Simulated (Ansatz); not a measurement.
System: W.

Space group Pm-3n. Spin-orbit coupling, left out here, splits and shifts the levels of such heavy elements, by tenths of an eV up to several eV. This isn't the usual form at ambient conditions.

```
W
1.0
     5.08300    0.00000    0.00000
     0.00000    5.08300    0.00000
     0.00000    0.00000    5.08300
W
8
Direct
  0.00000 0.00000 0.00000
  0.50000 0.50000 0.50000
  0.00000 0.50000 0.25000
  0.00000 0.50000 0.75000
  0.25000 0.00000 0.50000
  0.75000 0.00000 0.50000
  0.50000 0.75000 0.00000
  0.50000 0.25000 0.00000
```

Method: Ansatz, DFT PBE, scalar-relativistic, plane waves, PAW.

What makes up the frontier states of this crystal?

Answer. The calculation finds no gap at the Fermi level.
The states at the Fermi level: W 5d (95 %) by Löwdin projection on a minimal orbital set.

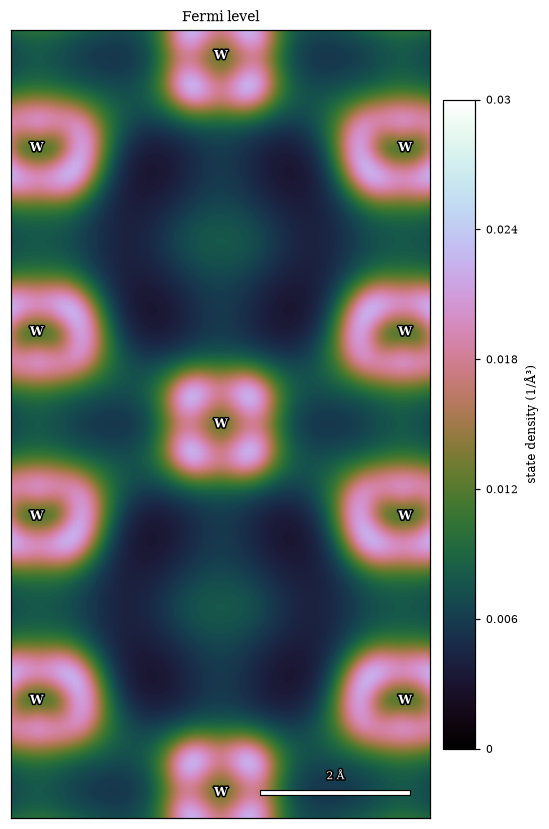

Computed densities of these states (window −0.25 to +0.25 eV about the Fermi level) on the (001) plane of the conventional cell.

Core electrons are frozen (PAW), so the fields are smoothed inside the atomic spheres.

Cost of the run: 7.9 s on 2 threads of Intel(R) Xeon(R) 6975P-C (Granite Rapids) (shared host), peak memory 0.69 GiB.
